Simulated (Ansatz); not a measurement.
The structure in question:

```
CELL_PARAMETERS angstrom
6.97720 0.00000 0.00000
0.00000 6.26516 0.00000
-1.26024 0.00000 3.11355
ATOMIC_POSITIONS crystal
Bi 0.74694 0.50000 0.14262
Bi 0.25306 0.50000 0.85738
Bi 0.24694 0.00000 0.14262
Bi 0.75306 0.00000 0.85738
```

Summarise the structure in words.

The element is bismuth. Space group: C2/m (No. 12). Lattice: base-centred monoclinic. The cell holds four atoms. The neighbours of Bi are six Bi at 3.21 to 3.45 Å. The bonds build a three-dimensional framework.

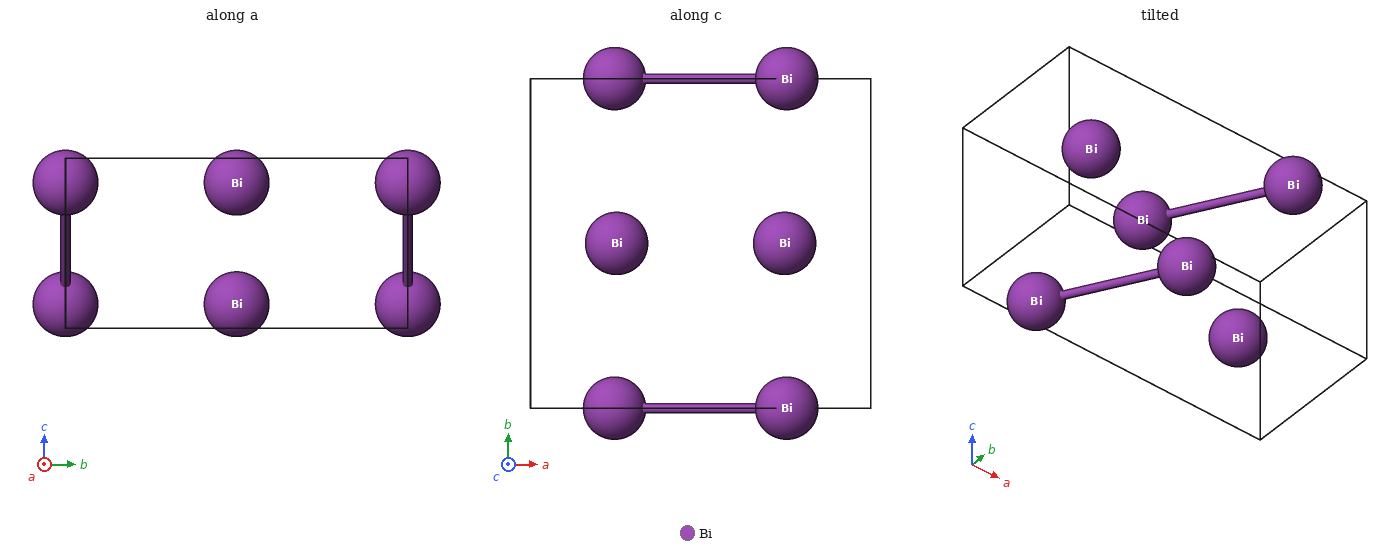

View along the a axis, along the c axis and slightly off an axis, drawn as a ball-and-stick model. The edges of the conventional unit cell are marked. Colours: bismuth purple.

The model was built from a structure listed in the Materials Project. Earlier steps of the study may have refined or changed the cell and positions. An electronic-structure calculation with Ansatz was run on it.
